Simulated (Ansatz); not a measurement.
# WS$_{2}$: what the fields show

```
W S
1.0
     3.11508    0.00000    0.00000
    -1.55754    2.69774    0.00000
     0.00000    0.00000   12.24483
W S
2 4
Direct
  0.66667 0.33333 0.75000
  0.33333 0.66667 0.25000
  0.66667 0.33333 0.37500
  0.33333 0.66667 0.87500
  0.66667 0.33333 0.12500
  0.33333 0.66667 0.62500
```

Space group P6₃/mmc; not relaxed (largest force 0.9 eV/Å); computed pressure about −4 GPa in this cell.

Level of theory: Ansatz 0.2.0, Kohn-Sham DFT of a periodic cell, RPBE with D3(BJ), Ansatz PAW.

The density is the valence pseudo-density of a PAW calculation; it isn't the true density close to the nuclei.

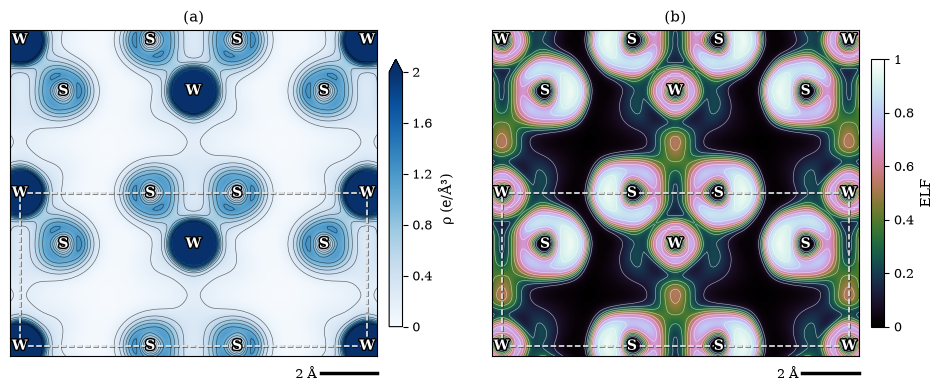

Figure 1. (a) valence charge density (pseudo); (b) ELF on the (110) plane of the conventional cell.

What does the map show?

The section cuts through W and S sites.
W–S (2.36 Å): ρ is about 0.68 e/Å³ halfway; the ELF peaks at about 0.85 in the valence shell of S, 0.8 Å from its nucleus, and is about 0.50 at the midpoint.
Between the atoms the lowest density in this plane is 0.01 e/Å³.
The features right at W lie inside the PAW spheres, where the map follows smoothed inner orbitals and isn't to be read closely.

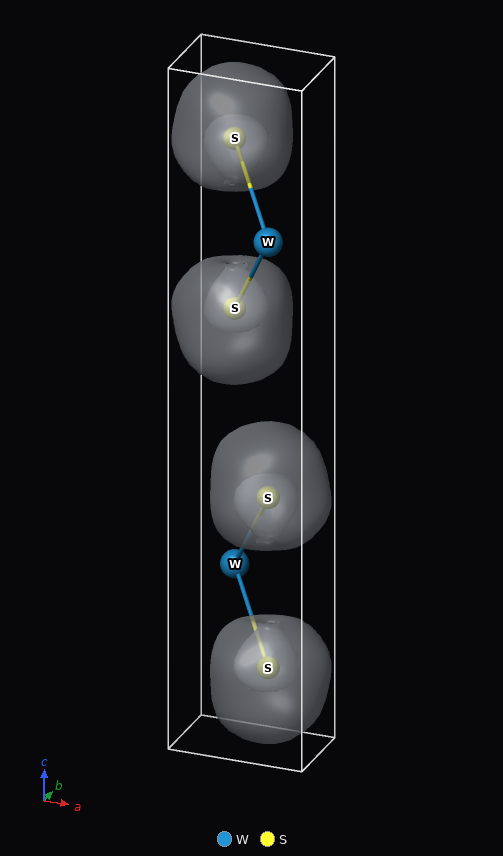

Figure 2. Isosurface of the electron localisation function at 0.7 (grey), seen slightly off an axis. Core shells and regions of very low density are left out. Sticks mark near contacts.

Describe the localisation domains.

The surface consists of four regions wrapped around S (the valence shell of each), counted in one cell of 6 atoms. Any copies at cell faces, edges or corners count once.

Does the calculation give a band gap?

It is gapped, with a Kohn–Sham gap of 1.1 eV on the k-point mesh (the band edges may lie off the mesh, which would make the gap smaller).
